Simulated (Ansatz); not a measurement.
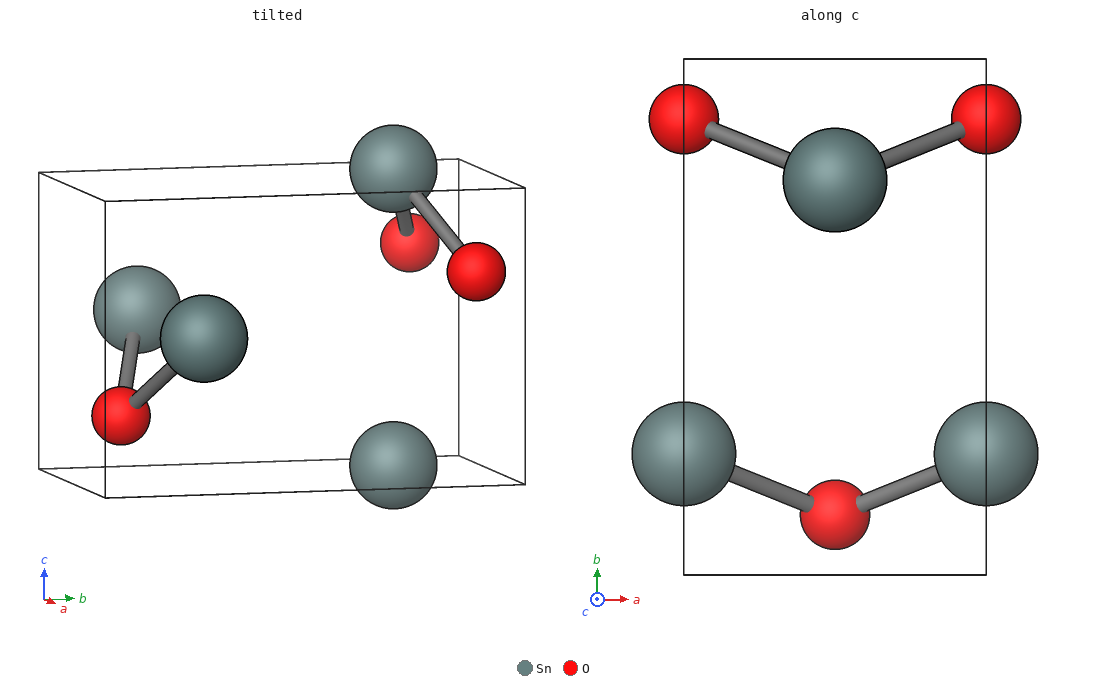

This ball-and-stick model is shown slightly off an axis and along the c axis. The parallelepiped is the conventional unit cell. Cell: a = 3.35 Å, b = 5.71 Å, c = 3.92 Å, α = 90.00°, β = 90.00°, γ = 90.00°.

The model was built from a structure listed in the Materials Project. Earlier steps of the study may have refined or changed the cell and positions. It was run through Ansatz as a DFT input.

**What structure is drawn here?**

Formula: SnO. It belongs to space group Pmn2_1 (No. 31) and has a primitive orthorhombic lattice. Counting shared atoms by their share gives 2 Sn, 2 O, or 4 atoms. About every Sn there are three O in a trigonal pyramidal arrangement at about 2.1 Å. Each O atom is coordinated by three Sn in a trigonal pyramidal arrangement at about 2.1 Å. The bonds build SnO layers parallel to (010).

Method used: DFT PBE+D3(BJ), scalar-relativistic, plane waves, PAW (Ansatz). It ran with a basis cut at 420 eV, k-points on an 8×6×6 grid, Gaussian smearing of 0.02 eV, no spin polarisation.

**Does it come out as a metal, or with a gap?**

A semiconductor at this level, with a gap of 1.30 eV, indirect.

**List the Bader charges.**

Sn +1.26 e; O -1.26 e.

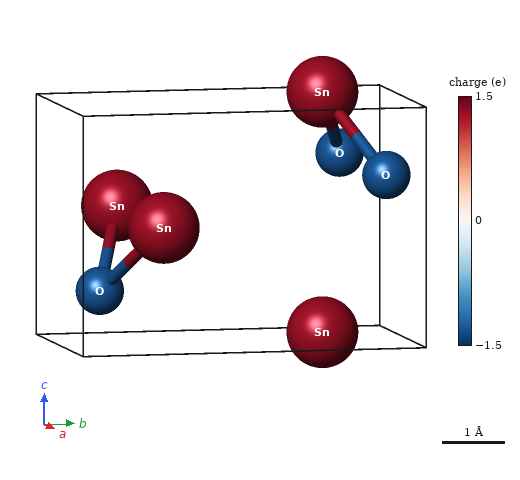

The atoms coloured by those charges. The run's cell of 4 atoms is drawn.

**Is the structure in equilibrium?**

Yes. All forces vanish to within 0.01 eV/Å. The pressure is 0.0 GPa, close to zero.
